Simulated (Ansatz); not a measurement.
Read the following structure.

```cif
data_structure
_symmetry_space_group_name_H-M 'F -4 3 m'
_symmetry_Int_Tables_number 216
_cell_length_a 5.7279
_cell_length_b 5.7279
_cell_length_c 5.7279
_cell_angle_alpha 90.000
_cell_angle_beta 90.000
_cell_angle_gamma 90.000
_cell_volume 187.93
loop_
_atom_site_label
_atom_site_type_symbol
_atom_site_symmetry_multiplicity
_atom_site_Wyckoff_symbol
_atom_site_fract_x
_atom_site_fract_y
_atom_site_fract_z
_atom_site_occupancy
Al1 Al 4 a 0.00000 0.00000 0.00000 1
As1 As 4 d 0.25000 0.25000 0.75000 1
```

### What would you see if this were drawn?

The stoichiometry is AlAs. The lattice is face-centred cubic and the space group F-43m (No. 216). Type of structure: zinc blende (sphalerite type). Cell content 4 Al, 4 As; Z = 4. Each Al atom is coordinated by four As in a tetrahedral arrangement at 2.48 Å. Each As atom has four Al in a tetrahedral arrangement at 2.48 Å around it. The bonds build a three-dimensional framework.

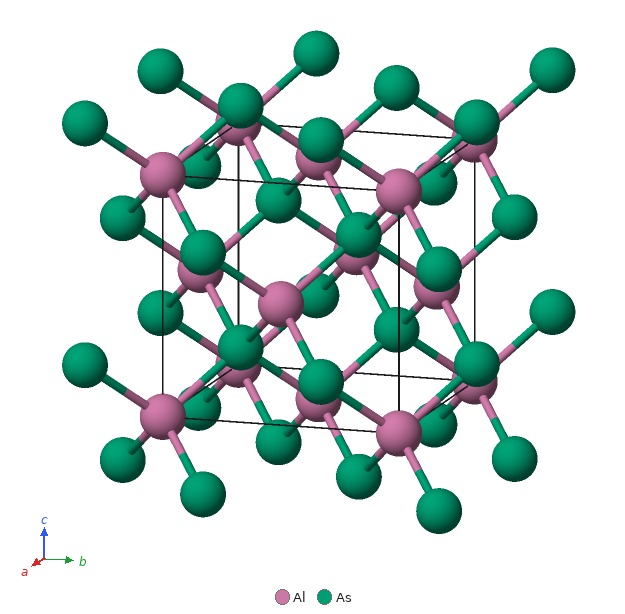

Drawn in the ball-and-stick manner and seen slightly off an axis. One conventional unit cell is framed, with atoms on its boundary repeated. Bonded atoms from the next cells complete the picture.

Provenance: a structure listed in the Materials Project, with elements exchanged, so it need not be a known form of the compound. Earlier steps of the study may have refined or changed the cell and positions. It went into a calculation with Ansatz.
